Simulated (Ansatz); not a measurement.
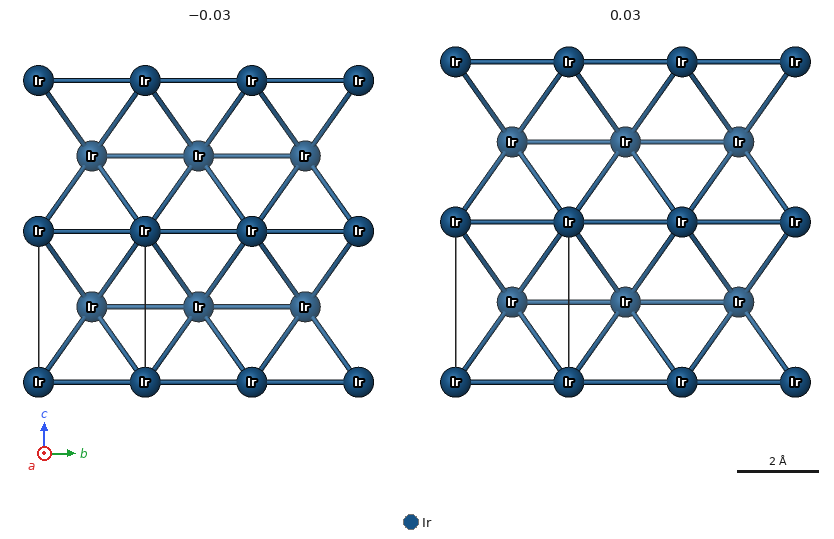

A crystal of Ir (set up in Fm-3m), under equal strain along all axes (cell held, atoms fixed by symmetry), with energies (extrapolated to zero smearing) counted from the relaxed crystal, which is the row at zero; the cubic crystal is set up in a tetragonal cell with a = a(cubic)/√2 and c = a(cubic). The picture shows the first and the last member. Style: ball-and-stick. Shown: the cell of the calculation, repeated 1 × 3 × 2 with one cell outlined, along the a axis.

Computed with Ansatz 0.2.0: DFT PBE, scalar-relativistic, plane waves, PAW. Settings: plane-wave cutoff 420 eV; k-point mesh 18 × 18 × 14; occupations gaussian; smearing width 0.1 eV; no spin polarisation.

| strain | energy (meV/atom) | a (Å) | c (Å) |
| --- | --- | --- | --- |
| −0.03 | 143.94 | 2.655 | 3.755 |
| −0.02 | 61.23 | 2.682 | 3.793 |
| −0.01 | 14.59 | 2.710 | 3.832 |
| 0.0 | 0.00 | 2.737 | 3.871 |
| 0.01 | ? | ? | ? |
| 0.02 | 52.61 | 2.792 | 3.948 |
| 0.03 | 113.46 | 2.819 | 3.987 |

Estimate the missing row from the others, and compare with the calculation.

A parabola through three neighbouring rows (0.0, 0.02, 0.03) gives, with Lagrange weights, (0.3333)(0.00) + (1.0000)(52.61) + (−0.3333)(113.46) = 14.79 meV/atom. The calculation gives 13.78 meV/atom (a = 2.764 Å, c = 3.909 Å). The estimate is 1.01 meV/atom too high. From the first member to the last: Ir–Ir 2.655 → 2.819 Å.

The whole series:

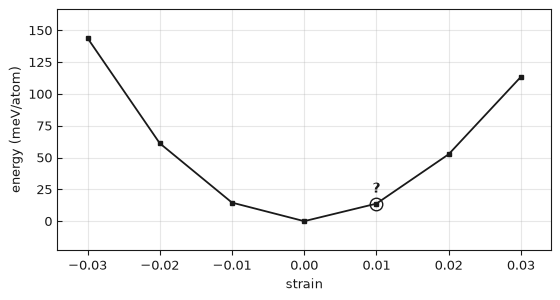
